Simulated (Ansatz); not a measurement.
# Single-point calculation, with input and output: WSi6 (part 2 of 2)

Continued. System: WSi6 (slab, 7 atoms in the cell). Method: DFT PBEsol, scalar-relativistic, plane waves, PAW, spin-polarised (Ansatz 0.2.0); cutoff 420 eV, 9×9×1 k-mesh, Gaussian smearing of 0.05 eV, collinear spins. The structure derives from a Materials Project entry. It belongs to a series of runs on one base structure; here: W lifted by +0.70 A from its best place.

Geometry of the input (Å; fractional positions):
```
3.8249  0.0000  0.0000
-1.9124  3.3125  0.0000
0.0000  0.0000  26.1211
Si 0.6667  0.3333  0.3254
Si 0.3333  0.6667  0.3559
Si 0.3333  0.6667  0.4465
Si 0.6667  0.3333  0.4756
Si 0.6667  0.3333  0.5673
Si 0.3333  0.6667  0.5929
W  1.0000  1.0000  0.6455
```

```
WARN: The output density's exchange-correlation potential varies sharply where the density is thin. Do not read a vacuum level from v_tot or v_xc, or from such a field of the output density. On a cell that repeats whose density bears no net charge and no dipole along the vacuum's axis use v_es (v_loc + v_h of the components); under efield.dipole_correction with no amplitude use v_es + v_field, which holds any external_charges[].barrier, or the levels of the report's work_function block, which leave it out; under a non-zero efield.amplitude the vacuum is tilted and has no level; on a cell that repeats and bears such a dipole with no correction it is tilted too, and efield.dipole_correction with no amplitude gives each side of its ramp a level where efield: is served; in a cell that repeats whose density bears a net charge (total_charge, or a fill off its count) it is curved and has none; of a slab under crystal.periodic whose density bears no net charge use v_es, which has a level on each side, short of where the two are joined; of another it falls or rises all the way out and has none; of a slab beside external_charges read slab_vacuum_level instead, which it has where they leave it neutral. The grid or the basis barely resolves most such structure, and the values can differ between equally converged runs; as a rule a tighter scf.convergence.dr2_threshold does not remove it. Where the density itself ripples (under the LDA too) a higher basis.ecutwfc lessens it. The files hold the spikes' plane waves up to the density's cutoff. Files: v_tot_of_output_density and the like, and their columns of v_z.tsv (output.write_potential); v_xc_of_output_density and the like, and their columns of v_comp_z.tsv (output.write_potential_components). Measured: with its Gaussian average of σ = 0.25 Å subtracted twice, the exchange-correlation potential is over 0.1 eV at 32 of the grid points where the equally averaged density (valence and model cores) is under 1e-3 e/Å³, and 0.179 eV at the most among them, at an averaged density of 5.8e-9 e/Å³. The input density's (outcome.potential() and, of a run that writes arrays, v_tot and v_xc) is over 0.1 eV, so measured, at 2 points of its own thin density, 0.165 eV at the most. See output.write_potential in the manual, Limitations
SCF converged after 19 iterations
Magnetization: -0.4839 μB (18.7580 up, 19.2420 down)
Absolute magnetization: 0.7694 μB (∫|ρ↑−ρ↓|, with the PAW one-centre terms)
Spin contamination: 0.1640 ħ² per cell (⟨S²⟩ above its minimum at these occupations)
Per-site moments (μB) at R_I (Å): [(-0.14956893193122373, 0.9684117030006766), (-0.02200137915805683, 0.9684117030006766), (-0.038405166381282094, 0.9636467156920722), (-0.010363969164045432, 0.9636467156920722), (-0.004115428135819468, 0.9519986776602718), (-0.00234092944589522, 0.9519986776602718), (0.07654548838843314, 1.0725129646339087)]
Free energy (F): -13979.260576 eV
Harris-Foulkes:  -13979.260576 eV  (|F-HF|=3.46e-11)
Internal energy: -13979.255067 eV  (E = F + TS)
E sigma→0 (E₀):  -13979.257821 eV
Entropy (-TS):   -0.005509 eV (-0.787 meV/atom)
Fermi energy:    0.677822 eV
Dipole field:    D = 0.011979 V/Å  (p = 0.021910 e·Å, saw-weighted, corrected)
Work function:   Φ+ = 4.5041 eV   Φ− = 4.8170 eV
Levels:          The Fermi level and band energies are counted from a zero that moves with the ramp; work functions are not
--- Per-component energies (eV) ---
  E_band       = -493.997938
  E_kinetic    = 685.296601
  E_local      = -17389.481193  (includes V_loc(G=0)·N_el)
  E_nonlocal   = 161.817284
  E_hartree    = 8351.444269
  E_xc         = -587.466936
  E_vxc        = -511.942454  (∫ρ·V_xc dr)
  E_paw        = -11429.631171  (= ΣΔE_a)
  E_vpaw       = -142.061528  (= ΣTr[D̂ρ^β])
  E_aug_tail   = -0.000030  (compensation charges beyond the density's cutoff)
  E_efield     = 0.000131  (sawtooth field / dipole correction)
  E_vefield    = -0.514291  (∫n·V_field dr)
  E_ewald      = 6228.354822
  E_core_change = 0.411156  (= ΣΔE_core)
  E_smearing   = -0.005509  (= −TS)
  E_closure    = 0.000000  (closes the sum)
  Σ components = -13979.260576   (vs F -13979.260576, Δ=0.00e0)
--- Forces (eV/Å), atoms counted from 1 ---
  atom   1  Si    -0.00000000    -0.00000000     0.48390068
  atom   2  Si     0.00000000     0.00000000    -0.56256138
  atom   3  Si     0.00000000     0.00000000     0.06509979
  atom   4  Si    -0.00000000    -0.00000000     0.28068294
  atom   5  Si     0.00000000    -0.00000000     0.81718506
  atom   6  Si     0.00000000    -0.00000000     1.88145529
  atom   7  W     -0.00000000     0.00000000    -2.96576401
  max |Σ_I F_I| component: 1.63e-6 eV/Å
--- Stress (GPa, compression-positive) ---
       -2.003212       0.000000      -0.000000
       -0.000000      -2.003212      -0.000000
       -0.000000      -0.000000      -2.723654
  P = ⅓ Tr σ = -2.2434 GPa (-22.434 kbar)
--- Band table (eV; the first three rows and the last of 24) ---
  k-point 0 ↑: bands = ["-73.6535", "-37.8861", "-37.8332", "-37.8332", "-11.7898", "-10.8254", "-9.6061", "-6.0866", "-4.0660", "-2.3216", "-2.3216", "-1.7746", "-0.6312", "-0.6312", "-0.3994", "-0.3994", "0.1643", "0.5274", "0.5274", "0.9207", "1.3906", "1.3906", "1.5694", "2.4640", "3.1172", "3.2110", "3.2110", "3.8717"]
  k-point 1 ↑: bands = ["-73.6534", "-37.8856", "-37.8376", "-37.8343", "-11.6425", "-10.6794", "-9.4596", "-5.9786", "-3.9803", "-3.0819", "-2.4815", "-1.8025", "-1.5129", "-0.8129", "-0.7932", "-0.3911", "-0.3683", "0.2789", "0.4325", "0.7836", "1.2849", "1.5050", "2.3593", "2.7451", "3.1609", "3.6530", "3.6783", "3.9925"]
  k-point 2 ↑: bands = ["-73.6531", "-37.8841", "-37.8487", "-37.8372", "-11.2092", "-10.2496", "-9.0277", "-5.8321", "-4.4908", "-3.8987", "-2.8426", "-2.8351", "-2.3996", "-1.3191", "-1.2929", "-1.0988", "-0.2446", "-0.0024", "0.2577", "0.8446", "1.2825", "1.6780", "2.1568", "2.5244", "3.3851", "4.0065", "4.5872", "4.7403"]
  k-point 11 ↓: bands = ["-73.6127", "-37.8202", "-37.8182", "-37.7987", "-8.8034", "-8.3530", "-8.0274", "-7.1682", "-6.5375", "-6.1644", "-5.2655", "-4.0921", "-3.0279", "-2.9529", "-2.5102", "-1.5273", "-0.4211", "0.1047", "0.1763", "0.7437", "1.3520", "1.6902", "3.0128", "3.0826", "3.3497", "4.0558", "5.0260", "5.7683"]
--- Löwdin populations: 7 sites ---
  site symbol       q [e]    m [muB]
     0     Si      3.9612    -0.4924
     1     Si      3.9787    -0.0021
     2     Si      3.9367    -0.0846
     3     Si      3.9353    -0.0172
     4     Si      3.8429    -0.0106
     5     Si      4.1097    -0.0025
     6      W     13.7733     0.1306
  spilling = 0.012162 (of n_electrons = 38.000000)
```

File populations.tsv
```
# site	symbol	l	j	q_up	q_dn
# orbitals = lowdin
# n_electrons = 38.000000
# spilling = 0.012162
0	Si	0_3S	-	0.646358	0.703193
0	Si	1_3P	-	1.088031	1.523618
1	Si	0_3S	-	0.595226	0.594723
1	Si	1_3P	-	1.393071	1.395708
2	Si	0_3S	-	0.596175	0.612259
2	Si	1_3P	-	1.329861	1.398396
3	Si	0_3S	-	0.605430	0.608693
3	Si	1_3P	-	1.353625	1.367576
4	Si	0_3S	-	0.587179	0.590841
4	Si	1_3P	-	1.328967	1.335948
5	Si	0_3S	-	0.579434	0.582376
5	Si	1_3P	-	1.474178	1.473719
6	W	0_5S	-	0.988606	0.988671
6	W	0_6S	-	0.388910	0.369876
6	W	1_5P	-	2.991365	2.991378
6	W	2_5D	-	2.583042	2.471424
```

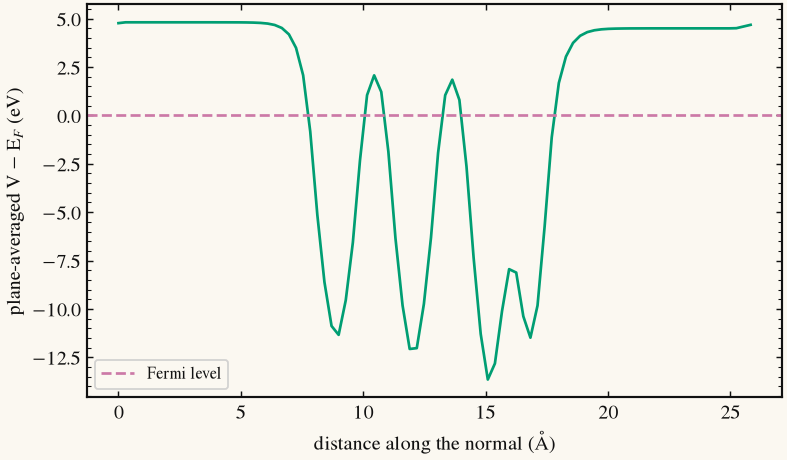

*Plane average of the electrostatic potential energy of an electron across the cell, from the Fermi level.*

The vacuum level lies 4.50 eV above the Fermi level on the upper side and 4.82 eV on the lower.

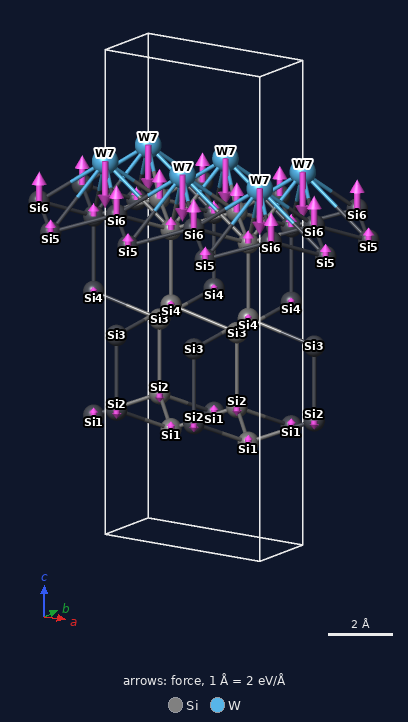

*Forces on the atoms as pink arrows (ball-and-stick view of the 2 × 1 repeat of the cell, with the vacuum cut short, seen slightly off an axis; neighbours outside the cell are drawn fainter; atoms are numbered from 1 in the order of the input); the smallest are left out.*

The largest act on W7 (2.97 eV/Å); Si6 (1.88 eV/Å). The geometry is not a stationary point of this energy.

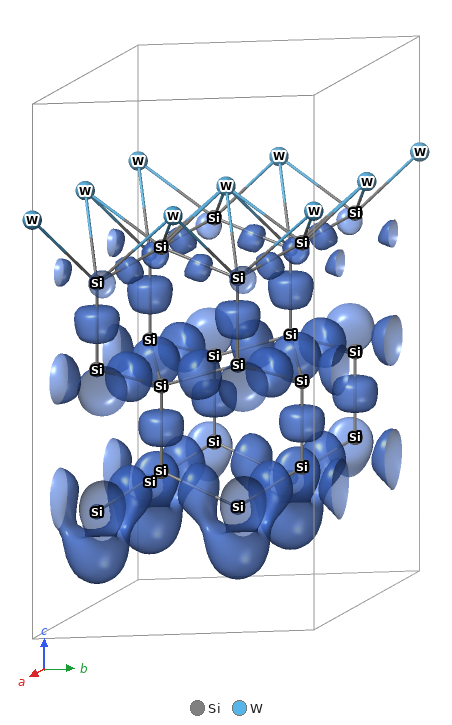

*Isosurface of the ELF at 0.8 (blue), seen slightly off an axis. Core shells and regions of very low density are left out. Sticks mark near contacts.*

Values along the shortest contacts: Si–Si (2.31 Å): the ELF peaks at about 0.85 between the atoms (localised, shared-pair bonding). Si–W (2.60 Å): the ELF is about 0.50 at the midpoint. In a PAW calculation such maps are meaningful between the atoms, not at the nuclei.

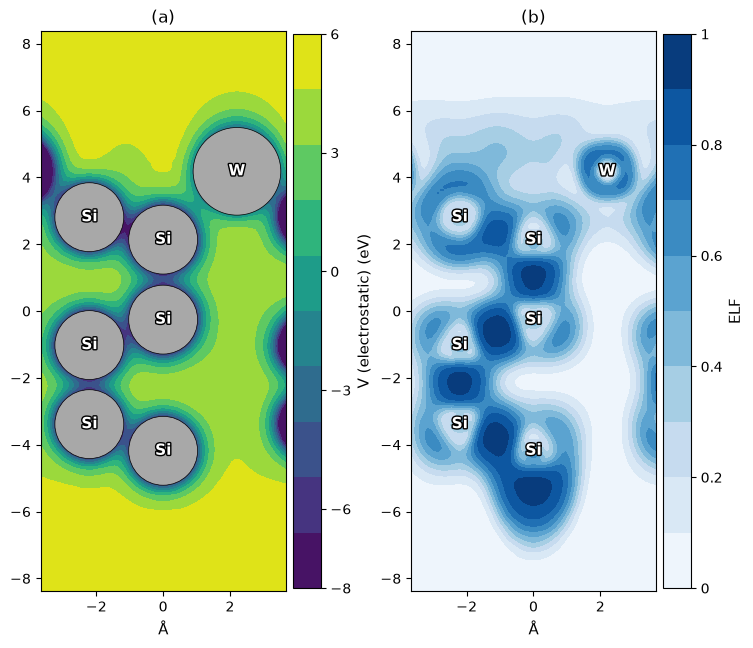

*(a) electrostatic potential energy of an electron; (b) electron localisation function on the (110) plane of the calculation cell, a cut from vacuum to vacuum. Grey discs, where drawn, cover atomic cores.*

The section cuts through Si and W sites. Si–Si (2.31 Å): the ELF peaks at about 0.85 between the atoms, as expected for localised, shared-pair bonding. Si–Si (2.37 Å): the ELF peaks at about 0.95 between the atoms (a shared electron pair). Si–W (3.01 Å): the ELF is about 0.40 at the midpoint. The strong features right at W lie inside the PAW spheres (semicore, d or f shells) and say nothing about bonding.

Summary

```json
{"quantity": "outcome", "value": "converged"}
{"quantity": "electrons treated", "value": "38"}
{"quantity": "free energy", "value": "−13979.2606 eV"}
{"quantity": "work function, top face", "value": "4.50 eV"}
{"quantity": "work function, bottom face", "value": "4.82 eV"}
{"quantity": "Fermi energy", "value": "0.678 eV"}
{"quantity": "gap on the k-point mesh", "value": "none (metallic)"}
{"quantity": "net moment of the cell", "value": "−0.48 μB"}
{"quantity": "integrated absolute moment", "value": "0.77 μB"}
{"quantity": "work function (upper face)", "value": "4.50 eV"}
{"quantity": "largest force (length of the vector)", "value": "2.966 eV/Å"}
{"quantity": "wall time", "value": "45 s"}
{"quantity": "peak memory", "value": "0.59 GiB"}
```

Warnings of the run: the exchange-correlation potential is rough where the density is thin. Spin–orbit coupling is left out, which matters for W.
